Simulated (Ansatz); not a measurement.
The structure in question:

```cif
data_structure
_symmetry_space_group_name_H-M 'P 1'
_symmetry_Int_Tables_number 1
_cell_length_a 4.0042
_cell_length_b 26.2901
_cell_length_c 6.9354
_cell_angle_alpha 90.000
_cell_angle_beta 90.000
_cell_angle_gamma 90.000
_cell_volume 730.09
loop_
_atom_site_label
_atom_site_type_symbol
_atom_site_fract_x
_atom_site_fract_y
_atom_site_fract_z
_atom_site_occupancy
Ge1 Ge 0.00000 0.32840 0.25000 1
Ge2 Ge 0.00000 0.42160 0.25000 1
Ge3 Ge 0.00000 0.57840 0.25000 1
Ge4 Ge 0.00000 0.67160 0.25000 1
Ge5 Ge 0.50000 0.29707 0.08333 1
Ge6 Ge 0.50000 0.45293 0.41667 1
Ge7 Ge 0.50000 0.54707 0.41667 1
Ge8 Ge 0.00000 0.70293 0.58333 1
Ge9 Ge 0.00000 0.82840 0.75000 1
Ge10 Ge 0.00000 0.92160 0.75000 1
Ge11 Ge 0.00000 0.07840 0.75000 1
Ge12 Ge 0.00000 0.17160 0.75000 1
Ge13 Ge 0.50000 0.79707 0.58333 1
Ge14 Ge 0.50000 0.95293 0.91667 1
Ge15 Ge 0.50000 0.04707 0.91667 1
Ge16 Ge 0.00000 0.20293 0.08333 1
Ge17 Ge 0.50000 0.32840 0.75000 1
Ge18 Ge 0.50000 0.42160 0.75000 1
Ge19 Ge 0.50000 0.57840 0.75000 1
Ge20 Ge 0.50000 0.67160 0.75000 1
Ge21 Ge 0.00000 0.29707 0.58333 1
Ge22 Ge 0.00000 0.45293 0.91667 1
Ge23 Ge 0.00000 0.54707 0.91667 1
Ge24 Ge 0.50000 0.70293 0.08333 1
Ge25 Ge 0.50000 0.82840 0.25000 1
Ge26 Ge 0.50000 0.92160 0.25000 1
Ge27 Ge 0.50000 0.07840 0.25000 1
Ge28 Ge 0.50000 0.17160 0.25000 1
Ge29 Ge 0.00000 0.79707 0.08333 1
Ge30 Ge 0.00000 0.95293 0.41667 1
Ge31 Ge 0.00000 0.04707 0.41667 1
Ge32 Ge 0.50000 0.20293 0.58333 1
```

Interpret the file: composition, symmetry and coordination.

The element is germanium. Space group: Fmm2 (No. 42). Lattice: face-centred orthorhombic. The cell holds 32 atoms. Within bonding distance, the neighbour counts come to Ge 3 to 4 (mean 3.8). The bonds build Ge layers parallel to (010).

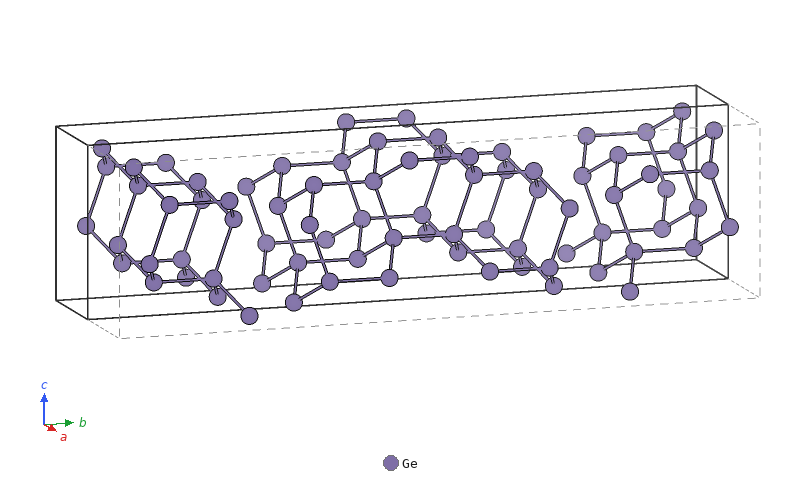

A ball-and-stick rendering, viewed slightly off an axis. Solid lines give the conventional unit cell, repeated here 2×1×1 times. Colours: germanium purple.

The structure comes from a structure listed in the Materials Project. The cell was then strained or its atoms displaced on purpose. An electronic-structure calculation with Ansatz was run on it.

At this level of theory the run's own cell isn't at rest (forces up to 0.6 eV/Å), so its distances can differ from those at equilibrium, the more so the softer the solid.
